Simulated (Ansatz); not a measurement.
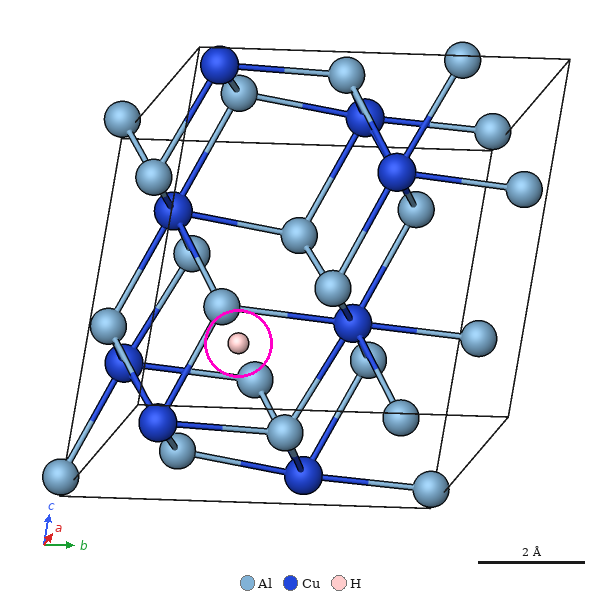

This ball-and-stick model is shown from a general direction. The supercell is outlined; an atom on or near a face, edge or corner is repeated at each equivalent position. The host is Al₂Cu, in a cell of 18 sites, and the cell is neutral. A ring marks the defect's site.

Q: What defect is present?

A: An interstitial hydrogen atom. It is bonded to no bonds drawn.

The atoms were relaxed in the host's cell with Ansatz, DFT PBE, scalar-relativistic, plane waves, PAW.
